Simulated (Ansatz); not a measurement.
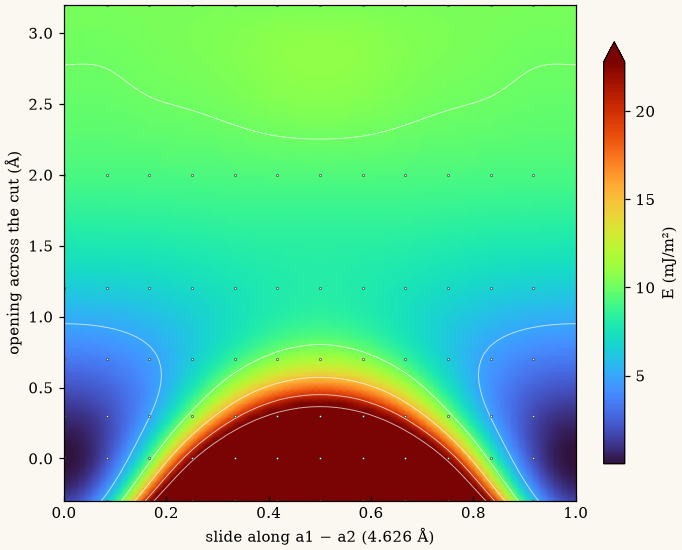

N (P6_3/mmc, No. 194; 8 atoms in the cell). Rigid slide and opening across a plane, one cut a cell; the plane is (0 0 1) of the conventional cell. Coordinates scanned: (1) slide along a1 − a2 (4.626 Å); (2) opening across the cut. Nothing is relaxed (rigid halves). The scan uses a 12 × 7 grid; 49 points were computed and 35 follow by symmetry. Points are written as (first, second). All energies are given in mJ/m² relative to the lowest grid point. Method: DFT PBEsol, scalar-relativistic, plane waves, PAW in Ansatz 0.2.0. Settings: cutoff 520 eV, k-mesh 6×6×2 in the order of the run's cell vectors, gaussian smearing 0.05 eV, no spin polarisation.

Drawn: a smooth colour map with a few white contour lines, dots at the grid points, one colour for all values above the top of the scale. Between grid points the surface is interpolated.

The lowest grid point is at (0.000, 0.0 Å). It is the only kind of minimum in the scanned range. The highest grid point, (0.500, −0.3 Å), lies 180.5 mJ/m² above the lowest. On the interpolated surface the easiest way out of the lowest well to its copy in the next cell or period passes a barrier of about 8.2 mJ/m². The gap on the k-mesh is 7.4 eV at the lowest point and runs from 7.0 to 7.5 eV over the map.

The level of theory is changed to Ansatz, DFT LDA, scalar-relativistic, plane waves, PAW; with it change k-mesh 7×7×2 (before 6×6×2), the cell, relaxed at the new level (first cell vector 3.527 Å, before 4.626 Å), the gap across the cut 2.32 Å (before 2.41 Å).

### How does the landscape change?

The lowest place stays at (0.000, 0.0 Å). The span from the lowest to the highest grid point grows from 180.5 to 655.7 mJ/m². The easiest pass out of the lowest well goes from about 8.2 to about 52 mJ/m² on the interpolated surfaces. The curvature at the minimum changes from about 0.62 to 2 eV per unit squared along slide along a1 − a2 (4.626 Å) and from about 0.032 to 0.24 eV/Å² along opening across the cut (per cell). In the new map: the gap on the k-mesh is 6.4 eV at the lowest point and runs from 5.6 to 6.7 eV over the map.

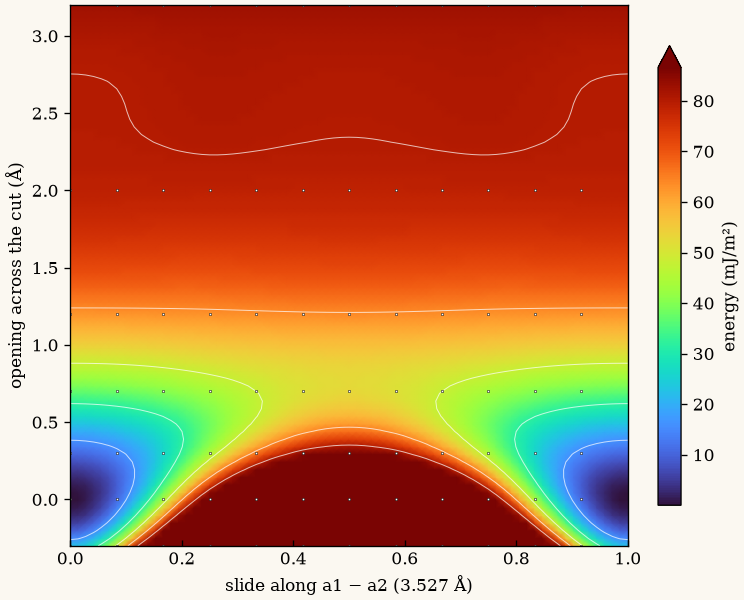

The map after the change, on a colour scale of its own. In the figure: a smooth colour map with a few white contour lines, dots at the grid points, one colour for all values above the top of the scale. Between grid points the surface is interpolated.
